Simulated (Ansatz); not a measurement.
NaF: geometry relaxation (part 1 of 2)

The run: geometry relaxation of NaF (Fm-3m, 2 atoms in the cell). Method and program: DFT PBE, scalar-relativistic, plane waves, PAW, no spin polarisation (Ansatz 0.2.0).

The structure derives from a Materials Project entry.

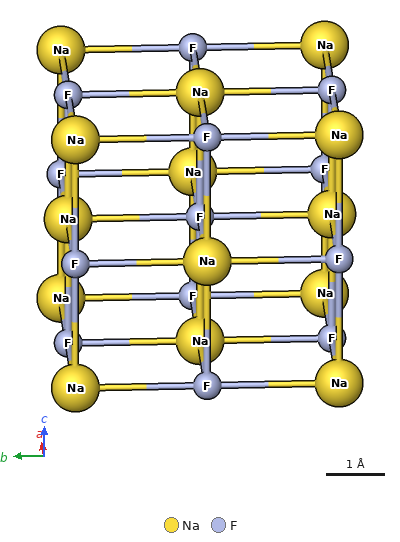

*The structure as given in the input (ball-and-stick view of the cell 4 times as large as that of the calculation, set on its symmetry axes, seen at an oblique angle).*

The input:
```yaml
crystal:
  lattice:
    - [0.0, 2.2858943317, 2.2858943317]
    - [2.2858943317, 0.0, 2.2858943317]
    - [2.2858943317, 2.2858943317, 0.0]
  atoms:
    - { symbol: Na, position: [0.0, 0.0, 0.0] }
    - { symbol: F, position: [0.5, 0.5, 0.5] }
basis:
  ecutwfc: 420
kpoints:
  mp_grid: { grid: [8, 8, 8] }
hamiltonian:
  xc: pbe
scf:
  occupations: { method: gaussian, width: 0.02 }
output:
  forces: true
  stress: true
  eigenvalues: true
  write_density: true
  write_potential: true
  elf: true
  volumetric_format: npy
relax:
  adjacent_minimum: "off"
  f_tol: 0.005
  max_steps: 80
  cell: { stress_tol: 0.05 }
```

Machine: 4 threads of Arm Neoverse V1, 24 GiB of memory available, shared host.

Command:
```bash
ansatz run input.yaml --threads 4 --pin off --max-ram 6144MiB --backend cpu --events-out ev --progress --plain --runs-dir out
```

Output:
```
Engine: ansatz 0.2.0, aarch64-unknown-linux-gnu
Pseudopotentials: kind: paw
Pseudopotential: Na, paw, valence charge 9, recommended cutoff 420 eV (normal), Na.paw.azcp
Pseudopotential: F, paw, valence charge 7, recommended cutoff 420 eV (normal), F.paw.azcp
Functional definition: PBE
  parameter kappa = 0.804
  parameter beta = 0.06672455060314922
  exchange = pbe_x(kappa = kappa, mu = beta*pi^2/3)
  correlation = pbe_c(beta = beta)
Crystal: 2 atoms, lattice volume = 23.889 Å³
Basis set: ecut = 420 eV, 459 PW (Γ), exchange–correlation on 48×48×48 points (8 copies of the dense FFT grid, shifted against one another)
Bands: 12, of which v1, the nominal top of the filled ones, is band 8 counted from 1 (7 counted from 0)
Symmetry: 48 space group operations
Space group: Fm-3m (ITA 225), of the structure as read, at distance tolerance 2.9e-5 Å
k-points: 29 of 512
Non-local potential: Na, projectors of the file, l = 0: 3, l = 1: 2, l = 2: 1
Non-local potential: F, projectors of the file, l = 0: 2, l = 1: 2, l = 2: 1
PAW form: soft (Blöchl's): semilocal exchange-correlation on the pseudo side does not see the compensation charge
PAW one-centre angular grid: Na, 110 points (default); XC on 64 Gauss nodes
PAW one-centre angular grid: F, 110 points (default); XC on 64 Gauss nodes
Initial density: superposition of atomic densities (neutral atoms: chi_scale 0, normalization atom), corrected by the library's trained network
Initial wavefunctions: pseudopotential atomic-orbital guess
Functional: x = pbe(κ = 0.804, μ = 0.2195149727645171), c = pbe(β = 0.06672455060314922)
SCF iter   1: F=—  HF=-2297.404205 eV  |F-HF|=—  |Δ(HF+E_count)|=         —  Δρ=7.35e-4  dr2=8.17e-5  ethr=1.77e-3  ⟨swp⟩=5.9  Hψ=1983  notcnv=0
preconditioner: auto → none  [insulator: Δε(μ)=6.534 eV  Ē_g=26.746 eV  σ=0.020 eV  W_gap=1.00  n_scr=8 (ndim 8)  ℏωp=28.4 eV  f_vac=0.106  D(μ)=0.00/eV (n_scr^D=0)  ε∞_Penn≈2.1]
SCF iter   2: F=—  HF=-2297.403861 eV  |F-HF|=—  |Δ(HF+E_count)|=   3.44e-4  Δρ=1.07e-3  dr2=1.55e-4  ethr=5.11e-7  ⟨swp⟩=2.4  Hψ=865  notcnv=0
SCF iter   3: F=—  HF=-2297.403832 eV  |F-HF|=—  |Δ(HF+E_count)|=   2.88e-5  Δρ=3.81e-4  dr2=1.74e-5  ethr=5.11e-7  ⟨swp⟩=2.0  Hψ=427  notcnv=0
SCF iter   4: F=—  HF=-2297.403846 eV  |F-HF|=—  |Δ(HF+E_count)|=   1.45e-5  Δρ=4.18e-5  dr2=1.35e-7  ethr=1.09e-7  ⟨swp⟩=2.1  Hψ=454  notcnv=0
SCF iter   5: F=—  HF=-2297.403848 eV  |F-HF|=—  |Δ(HF+E_count)|=   1.24e-6  Δρ=4.19e-5  dr2=2.88e-7  ethr=8.43e-10  ⟨swp⟩=2.0  Hψ=552  notcnv=0
SCF iter   6: F=-2297.403847 eV  HF=-2297.403847 eV  |F-HF|=3.05e-8  |Δ(HF+E_count)|=   7.56e-8  Δρ=1.43e-5  dr2=3.42e-8  ethr=6.25e-10  ⟨swp⟩=5.0  Hψ=1735  notcnv=0
SCF 1 converged in 6 iterations: F = -2297.403847 eV  dr2 = 3.42e-8
  greatest PAW one-centre occupation: 0.999 electrons in one spin orbital (limit 2), on the Na atom at site 0 (counted from 0), in its partial waves of l = 0
relax step   1: F+E_penalty+E_count = -2297.40384741 eV  Δ(F+E_penalty+E_count) = +0.000e0 eV  max|allowed force component| = 1.240e-28 eV/Å  Δτ_max = 0.0000 Å  P = +4.534 GPa  Ω = 23.889 Å³  (6 SCF iters, dr2 threshold 1.00e-7 eV, accepted)
Crystal: 2 atoms, lattice volume = 24.565 Å³
Basis set: ecut = 420 eV, 531 PW (Γ), exchange–correlation on 48×48×48 points (8 copies of the dense FFT grid, shifted against one another)
Initial density: handed on by an earlier stage of this run
Initial wavefunctions: those handed on with the density
iter 1 solved again at ethr=8.51e-6 eV; its pass at ethr=3.10e-3 eV (dr2=1.36e-3 eV) is discarded
SCF iter   1: F=—  HF=-2297.417614 eV  |F-HF|=—  |Δ(HF+E_count)|=         —  Δρ=2.41e-3  dr2=1.43e-3  ethr=8.51e-6  ⟨swp⟩=1.7  Hψ=2466  notcnv=0
preconditioner: auto → none  [insulator: Δε(μ)=6.437 eV  Ē_g=26.502 eV  σ=0.020 eV  W_gap=1.00  n_scr=8 (ndim 8)  ℏωp=28.0 eV  f_vac=0.108  D(μ)=0.00/eV (n_scr^D=0)  ε∞_Penn≈2.1]
SCF iter   2: F=—  HF=-2297.417023 eV  |F-HF|=—  |Δ(HF+E_count)|=   5.91e-4  Δρ=1.60e-3  dr2=2.59e-4  ethr=8.51e-6  ⟨swp⟩=2.0  Hψ=641  notcnv=0
SCF iter   3: F=—  HF=-2297.416970 eV  |F-HF|=—  |Δ(HF+E_count)|=   5.27e-5  Δρ=5.00e-4  dr2=4.06e-5  ethr=1.62e-6  ⟨swp⟩=2.0  Hψ=445  notcnv=0
SCF iter   4: F=—  HF=-2297.416912 eV  |F-HF|=—  |Δ(HF+E_count)|=   5.81e-5  Δρ=2.09e-4  dr2=6.46e-6  ethr=2.54e-7  ⟨swp⟩=2.0  Hψ=405  notcnv=0
SCF iter   5: F=—  HF=-2297.416912 eV  |F-HF|=—  |Δ(HF+E_count)|=   1.70e-7  Δρ=4.89e-5  dr2=3.80e-7  ethr=4.04e-8  ⟨swp⟩=2.8  Hψ=565  notcnv=0
SCF iter   6: F=-2297.416912 eV  HF=-2297.416912 eV  |F-HF|=3.03e-9  |Δ(HF+E_count)|=   1.47e-7  Δρ=6.00e-6  dr2=4.85e-9  ethr=1.25e-9  ⟨swp⟩=8.0  Hψ=2335  notcnv=0
SCF 2 converged in 6 iterations: F = -2297.416912 eV  dr2 = 4.85e-9
relax step   2: F+E_penalty+E_count = -2297.41691219 eV  Δ(F+E_penalty+E_count) = -1.306e-2 eV  max|allowed force component| = 1.385e-29 eV/Å  Δτ_max = 0.0000 Å  P = +2.635 GPa  Ω = 24.565 Å³  energy of the carried Pulay correction = -1.987e-3 eV  (6 SCF iters, dr2 threshold 2.00e-7 eV, accepted)
Crystal: 2 atoms, lattice volume = 25.568 Å³
iter 1 solved again at ethr=1.98e-5 eV; its pass at ethr=3.10e-3 eV (dr2=3.17e-3 eV) is discarded
SCF iter   1: F=—  HF=-2297.424046 eV  |F-HF|=—  |Δ(HF+E_count)|=         —  Δρ=3.51e-3  dr2=3.22e-3  ethr=1.98e-5  ⟨swp⟩=1.1  Hψ=2494  notcnv=0
preconditioner: auto → none  [insulator: Δε(μ)=6.249 eV  Ē_g=26.173 eV  σ=0.020 eV  W_gap=1.00  n_scr=8 (ndim 8)  ℏωp=27.5 eV  f_vac=0.119  D(μ)=0.00/eV (n_scr^D=0)  ε∞_Penn≈2.1]
SCF iter   2: F=—  HF=-2297.422755 eV  |F-HF|=—  |Δ(HF+E_count)|=   1.29e-3  Δρ=2.43e-3  dr2=6.18e-4  ethr=1.98e-5  ⟨swp⟩=2.1  Hψ=644  notcnv=0
SCF iter   3: F=—  HF=-2297.422620 eV  |F-HF|=—  |Δ(HF+E_count)|=   1.34e-4  Δρ=7.39e-4  dr2=9.49e-5  ethr=3.86e-6  ⟨swp⟩=2.0  Hψ=521  notcnv=0
SCF iter   4: F=—  HF=-2297.422595 eV  |F-HF|=—  |Δ(HF+E_count)|=   2.59e-5  Δρ=3.21e-4  dr2=1.65e-5  ethr=5.93e-7  ⟨swp⟩=1.9  Hψ=409  notcnv=0
SCF iter   5: F=—  HF=-2297.422593 eV  |F-HF|=—  |Δ(HF+E_count)|=   1.26e-6  Δρ=7.57e-5  dr2=9.70e-7  ethr=1.03e-7  ⟨swp⟩=2.8  Hψ=568  notcnv=0
SCF iter   6: F=-2297.422594 eV  HF=-2297.422594 eV  |F-HF|=4.84e-9  |Δ(HF+E_count)|=   3.35e-7  Δρ=9.95e-6  dr2=1.43e-8  ethr=1.25e-9  ⟨swp⟩=8.7  Hψ=2398  notcnv=0
SCF 3 converged in 6 iterations: F = -2297.422594 eV  dr2 = 1.43e-8
relax step   3: F+E_penalty+E_count = -2297.42259373 eV  Δ(F+E_penalty+E_count) = -5.682e-3 eV  max|allowed force component| = 4.069e-29 eV/Å  Δτ_max = 0.0000 Å  P = +0.149 GPa  Ω = 25.568 Å³  energy of the carried Pulay correction = -4.836e-3 eV  (6 SCF iters, dr2 threshold 2.00e-7 eV, accepted)
Crystal: 2 atoms, lattice volume = 25.631 Å³
iter 1 solved again at ethr=9.27e-8 eV; its pass at ethr=3.10e-3 eV (dr2=1.48e-5 eV) is discarded
SCF iter   1: F=—  HF=-2297.422469 eV  |F-HF|=—  |Δ(HF+E_count)|=         —  Δρ=2.34e-4  dr2=1.41e-5  ethr=9.27e-8  ⟨swp⟩=2.5  Hψ=2385  notcnv=0
preconditioner: auto → none  [insulator: Δε(μ)=6.159 eV  Ē_g=26.170 eV  σ=0.020 eV  W_gap=1.00  n_scr=8 (ndim 8)  ℏωp=27.4 eV  f_vac=0.115  D(μ)=0.00/eV (n_scr^D=0)  ε∞_Penn≈2.1]
SCF iter   2: F=—  HF=-2297.422450 eV  |F-HF|=—  |Δ(HF+E_count)|=   1.91e-5  Δρ=1.76e-4  dr2=3.30e-6  ethr=8.81e-8  ⟨swp⟩=2.0  Hψ=551  notcnv=0
SCF iter   3: F=—  HF=-2297.422449 eV  |F-HF|=—  |Δ(HF+E_count)|=   7.48e-7  Δρ=5.01e-5  dr2=3.91e-7  ethr=2.06e-8  ⟨swp⟩=2.0  Hψ=440  notcnv=0
SCF iter   4: F=-2297.422449 eV  HF=-2297.422449 eV  |F-HF|=5.21e-10  |Δ(HF+E_count)|=   4.64e-8  Δρ=1.84e-5  dr2=4.68e-8  ethr=3.47e-10  ⟨swp⟩=5.9  Hψ=1811  notcnv=0
SCF 4 converged in 4 iterations: F = -2297.422449 eV  dr2 = 4.68e-8
relax step   4: F+E_penalty+E_count = -2297.42244935 eV  Δ(F+E_penalty+E_count) = +1.444e-4 eV  max|allowed force component| = 2.860e-30 eV/Å  Δτ_max = 0.0000 Å  P = +0.005 GPa  Ω = 25.631 Å³  energy of the carried Pulay correction = -5.011e-3 eV  (4 SCF iters, dr2 threshold 5.55e-8 eV, accepted)
Initial wavefunctions: pseudopotential atomic-orbital guess (no wavefunctions were taken with the density)
iter 1 solved again at ethr=1.13e-6 eV; its pass at ethr=3.10e-3 eV (dr2=1.80e-4 eV) is discarded
SCF iter   1: F=—  HF=-2297.428070 eV  |F-HF|=—  |Δ(HF+E_count)|=         —  Δρ=1.10e-3  dr2=3.76e-5  ethr=1.13e-6  ⟨swp⟩=2.7  Hψ=2823  notcnv=0
preconditioner: auto → none  [insulator: Δε(μ)=6.163 eV  Ē_g=26.175 eV  σ=0.020 eV  W_gap=1.00  n_scr=8 (ndim 8)  ℏωp=27.4 eV  f_vac=0.111  D(μ)=0.00/eV (n_scr^D=0)  ε∞_Penn≈2.1]
SCF iter   2: F=—  HF=-2297.429826 eV  |F-HF|=—  |Δ(HF+E_count)|=   1.76e-3  Δρ=5.16e-4  dr2=1.97e-5  ethr=2.35e-7  ⟨swp⟩=2.0  Hψ=614  notcnv=0
SCF iter   3: F=—  HF=-2297.430232 eV  |F-HF|=—  |Δ(HF+E_count)|=   4.06e-4  Δρ=2.95e-4  dr2=1.71e-6  ethr=1.23e-7  ⟨swp⟩=2.0  Hψ=435  notcnv=0
SCF iter   4: F=—  HF=-2297.430438 eV  |F-HF|=—  |Δ(HF+E_count)|=   2.06e-4  Δρ=9.58e-5  dr2=2.07e-7  ethr=1.07e-8  ⟨swp⟩=2.4  Hψ=511  notcnv=0
SCF iter   5: F=—  HF=-2297.430460 eV  |F-HF|=—  |Δ(HF+E_count)|=   2.21e-5  Δρ=1.52e-5  dr2=5.03e-9  ethr=1.29e-9  ⟨swp⟩=2.1  Hψ=539  notcnv=0
SCF iter   6: F=—  HF=-2297.430461 eV  |F-HF|=—  |Δ(HF+E_count)|=   5.70e-7  Δρ=1.30e-6  dr2=5.32e-11  ethr=3.14e-11  ⟨swp⟩=2.0  Hψ=551  notcnv=0
SCF iter   7: F=-2297.430461 eV  HF=-2297.430461 eV  |F-HF|=1.46e-11  |Δ(HF+E_count)|=   3.68e-9  Δρ=1.26e-7  dr2=2.58e-12  ethr=1.00e-12  ⟨swp⟩=5.0  Hψ=1267  notcnv=0
SCF 5 converged in 7 iterations: F = -2297.430461 eV  dr2 = 2.58e-12
relax step   5: F+E_penalty+E_count = -2297.43046094 eV  Δ(F+E_penalty+E_count) = -8.012e-3 eV  max|allowed force component| = 1.215e-29 eV/Å  Δτ_max = 0.0000 Å  P = +0.616 GPa  Ω = 25.631 Å³  stress off target by 6.16e-1 GPa  SCF on the basis re-selected at this cell (its energy is not comparable with the rows above)  (7 SCF iters)
basis re-selected at this cell: Δ(F+E_penalty+E_count) = -8.012e-3 eV, ΔP = +0.611 GPa vs the last step (what re-selecting the basis moved, of the pressure what is left beyond the Pulay correction that the steps carried, after the strain that the cell walked since its last selection, with what the two solves' SCF thresholds leave and, on support functions, any second-order correction that the steps lacked; it is no measure of the basis error at this ecutwfc). This SCF's stress stands 6.16e-1 GPa from its target on what of the cell is left free (relax.cell.stress_tol is 5.00e-2 GPa) and its largest allowed force component is 1.21e-29 eV/Å (relax.f_tol is 5.00e-3 eV/Å): not within both, so this SCF does not close the relaxation
Crystal: 2 atoms, lattice volume = 25.900 Å³
iter 1 solved again at ethr=1.44e-6 eV; its pass at ethr=3.10e-3 eV (dr2=2.30e-4 eV) is discarded
SCF iter   1: F=—  HF=-2297.430390 eV  |F-HF|=—  |Δ(HF+E_count)|=         —  Δρ=9.37e-4  dr2=2.37e-4  ethr=1.44e-6  ⟨swp⟩=2.5  Hψ=2475  notcnv=0
preconditioner: auto → none  [insulator: Δε(μ)=6.125 eV  Ē_g=26.084 eV  σ=0.020 eV  W_gap=1.00  n_scr=8 (ndim 8)  ℏωp=27.3 eV  f_vac=0.126  D(μ)=0.00/eV (n_scr^D=0)  ε∞_Penn≈2.1]
SCF iter   2: F=—  HF=-2297.430298 eV  |F-HF|=—  |Δ(HF+E_count)|=   9.20e-5  Δρ=6.66e-4  dr2=4.86e-5  ethr=1.44e-6  ⟨swp⟩=2.1  Hψ=607  notcnv=0
SCF iter   3: F=—  HF=-2297.430272 eV  |F-HF|=—  |Δ(HF+E_count)|=   2.54e-5  Δρ=1.91e-4  dr2=5.93e-6  ethr=3.04e-7  ⟨swp⟩=2.0  Hψ=442  notcnv=0
SCF iter   4: F=—  HF=-2297.430271 eV  |F-HF|=—  |Δ(HF+E_count)|=   9.83e-7  Δρ=7.40e-5  dr2=8.06e-7  ethr=3.71e-8  ⟨swp⟩=1.1  Hψ=350  notcnv=0
SCF iter   5: F=-2297.430271 eV  HF=-2297.430271 eV  |F-HF|=1.75e-8  |Δ(HF+E_count)|=   1.06e-8  Δρ=1.08e-5  dr2=2.15e-8  ethr=1.25e-9  ⟨swp⟩=8.2  Hψ=2304  notcnv=0
SCF 6 converged in 5 iterations: F = -2297.430271 eV  dr2 = 2.15e-8
relax step   6: F+E_penalty+E_count = -2297.43027123 eV  Δ(F+E_penalty+E_count) = +1.897e-4 eV  max|allowed force component| = 1.086e-29 eV/Å  Δτ_max = 0.0000 Å  P = +0.108 GPa  Ω = 25.900 Å³  energy of the carried Pulay correction = -7.946e-4 eV  (5 SCF iters, dr2 threshold 2.00e-7 eV, accepted)
Crystal: 2 atoms, lattice volume = 25.955 Å³
iter 1 solved again at ethr=7.06e-8 eV; its pass at ethr=3.10e-3 eV (dr2=1.13e-5 eV) is discarded
SCF iter   1: F=—  HF=-2297.430137 eV  |F-HF|=—  |Δ(HF+E_count)|=         —  Δρ=2.07e-4  dr2=1.14e-5  ethr=7.06e-8  ⟨swp⟩=2.6  Hψ=2409  notcnv=0
preconditioner: auto → none  [insulator: Δε(μ)=6.096 eV  Ē_g=26.071 eV  σ=0.020 eV  W_gap=1.00  n_scr=8 (ndim 8)  ℏωp=27.3 eV  f_vac=0.124  D(μ)=0.00/eV (n_scr^D=0)  ε∞_Penn≈2.1]
SCF iter   2: F=—  HF=-2297.430120 eV  |F-HF|=—  |Δ(HF+E_count)|=   1.69e-5  Δρ=1.60e-4  dr2=2.90e-6  ethr=7.06e-8  ⟨swp⟩=2.0  Hψ=550  notcnv=0
SCF iter   3: F=—  HF=-2297.430120 eV  |F-HF|=—  |Δ(HF+E_count)|=   6.50e-7  Δρ=4.45e-5  dr2=3.08e-7  ethr=1.81e-8  ⟨swp⟩=2.0  Hψ=440  notcnv=0
SCF iter   4: F=—  HF=-2297.430120 eV  |F-HF|=—  |Δ(HF+E_count)|=   2.54e-8  Δρ=1.51e-5  dr2=3.28e-8  ethr=1.93e-9  ⟨swp⟩=1.0  Hψ=349  notcnv=0
SCF iter   5: F=-2297.430120 eV  HF=-2297.430120 eV  |F-HF|=1.04e-9  |Δ(HF+E_count)|=   7.40e-9  Δρ=1.89e-6  dr2=6.80e-10  ethr=1.82e-10  ⟨swp⟩=6.4  Hψ=1510  notcnv=0
SCF 7 converged in 5 iterations: F = -2297.430120 eV  dr2 = 6.80e-10
relax step   7: F+E_penalty+E_count = -2297.43011957 eV  Δ(F+E_penalty+E_count) = +1.517e-4 eV  max|allowed force component| = 9.491e-30 eV/Å  Δτ_max = 0.0000 Å  P = +0.007 GPa  Ω = 25.955 Å³  energy of the carried Pulay correction = -9.659e-4 eV  (5 SCF iters, dr2 threshold 2.91e-8 eV, accepted)
iter 1 solved again at ethr=5.21e-7 eV; its pass at ethr=3.10e-3 eV (dr2=8.34e-5 eV) is discarded
SCF iter   1: F=—  HF=-2297.431287 eV  |F-HF|=—  |Δ(HF+E_count)|=         —  Δρ=1.53e-4  dr2=1.07e-6  ethr=5.21e-7  ⟨swp⟩=2.6  Hψ=2813  notcnv=0
preconditioner: auto → none  [insulator: Δε(μ)=6.091 eV  Ē_g=26.072 eV  σ=0.020 eV  W_gap=1.00  n_scr=8 (ndim 8)  ℏωp=27.3 eV  f_vac=0.121  D(μ)=0.00/eV (n_scr^D=0)  ε∞_Penn≈2.1]
SCF iter   2: F=—  HF=-2297.431273 eV  |F-HF|=—  |Δ(HF+E_count)|=   1.47e-5  Δρ=7.30e-5  dr2=7.01e-7  ethr=6.71e-9  ⟨swp⟩=2.0  Hψ=580  notcnv=0
SCF iter   3: F=—  HF=-2297.431273 eV  |F-HF|=—  |Δ(HF+E_count)|=   3.23e-8  Δρ=3.99e-5  dr2=4.95e-8  ethr=4.38e-9  ⟨swp⟩=2.0  Hψ=419  notcnv=0
SCF iter   4: F=—  HF=-2297.431273 eV  |F-HF|=—  |Δ(HF+E_count)|=   8.63e-8  Δρ=1.04e-5  dr2=6.60e-9  ethr=3.09e-10  ⟨swp⟩=2.2  Hψ=455  notcnv=0
SCF iter   5: F=—  HF=-2297.431273 eV  |F-HF|=—  |Δ(HF+E_count)|=   3.72e-9  Δρ=2.98e-6  dr2=1.36e-9  ethr=4.12e-11  ⟨swp⟩=2.1  Hψ=451  notcnv=0
SCF iter   6: F=—  HF=-2297.431273 eV  |F-HF|=—  |Δ(HF+E_count)|=  9.50e-11  Δρ=9.04e-7  dr2=1.22e-10  ethr=8.48e-12  ⟨swp⟩=2.0  Hψ=552  notcnv=0
SCF iter   7: F=-2297.431273 eV  HF=-2297.431273 eV  |F-HF|=1.23e-11  |Δ(HF+E_count)|=  3.05e-11  Δρ=3.17e-7  dr2=1.54e-11  ethr=1.00e-12  ⟨swp⟩=5.0  Hψ=1243  notcnv=0
SCF 8 converged in 7 iterations: F = -2297.431273 eV  dr2 = 1.54e-11
relax step   8: F+E_penalty+E_count = -2297.43127267 eV  Δ(F+E_penalty+E_count) = -1.153e-3 eV  max|allowed force component| = 4.257e-30 eV/Å  Δτ_max = 0.0000 Å  P = +0.036 GPa  Ω = 25.955 Å³  stress off target by 3.61e-2 GPa  SCF on the basis re-selected at this cell (its energy is not comparable with the rows above)  (7 SCF iters)
```
